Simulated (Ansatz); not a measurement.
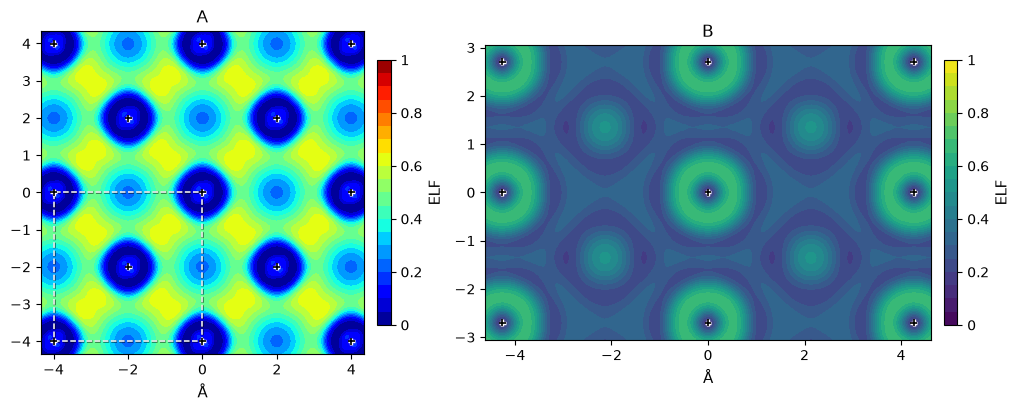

The ELF of 2 systems, each on a plane through atoms (crosses mark nuclei in the plane).

Method: DFT r2SCAN, scalar-relativistic, plane waves, PAW in Ansatz.

System 1: Ru, the (010) plane of the calculation cell. Space group P6₃/mmc; a structure from a database of computed crystals, not necessarily the ambient phase; computed without spin polarisation.

```xyz
8
Lattice="0.0000 0.0000 -4.2658 5.4049 0.0000 0.0000 -2.7025 -4.6808 0.0000" Properties=species:S:1:pos:R:3 pbc="T T T"
Ru    4.0537   -0.7801   -3.1994
Ru    1.3512   -0.7801   -3.1994
Ru    2.7024   -3.1206   -3.1994
Ru    0.0000   -3.1206   -3.1994
Ru    0.0000   -1.5603   -1.0665
Ru    2.7025   -1.5603   -1.0665
Ru   -1.3512   -3.9007   -1.0665
Ru    1.3513   -3.9007   -1.0665
```

System 2: Al, the (100) plane of the conventional cell. Space group Fm-3m; a structure from a database of computed crystals, not necessarily the ambient phase; computed without spin polarisation.

```cif
data_structure
_symmetry_space_group_name_H-M 'P 1'
_symmetry_Int_Tables_number 1
_cell_length_a 3.9927
_cell_length_b 3.9927
_cell_length_c 3.9927
_cell_angle_alpha 90.000
_cell_angle_beta 90.000
_cell_angle_gamma 90.000
_cell_volume 63.65
loop_
_atom_site_label
_atom_site_type_symbol
_atom_site_fract_x
_atom_site_fract_y
_atom_site_fract_z
_atom_site_occupancy
Al1 Al 0.00000 0.00000 0.00000 1
Al2 Al 0.50000 0.50000 0.00000 1
Al3 Al 0.50000 0.00000 0.50000 1
Al4 Al 0.00000 0.50000 0.50000 1
```

Which map belongs to which system?

Panel A is system 2, Al: the plane holds Al. Al–Al (2.82 Å): the ELF peaks at about 0.65 between the atoms. Panel B is system 1, Ru: the plane holds Ru. Ru–Ru (2.70 Å): the ELF is about 0.30 at the midpoint.
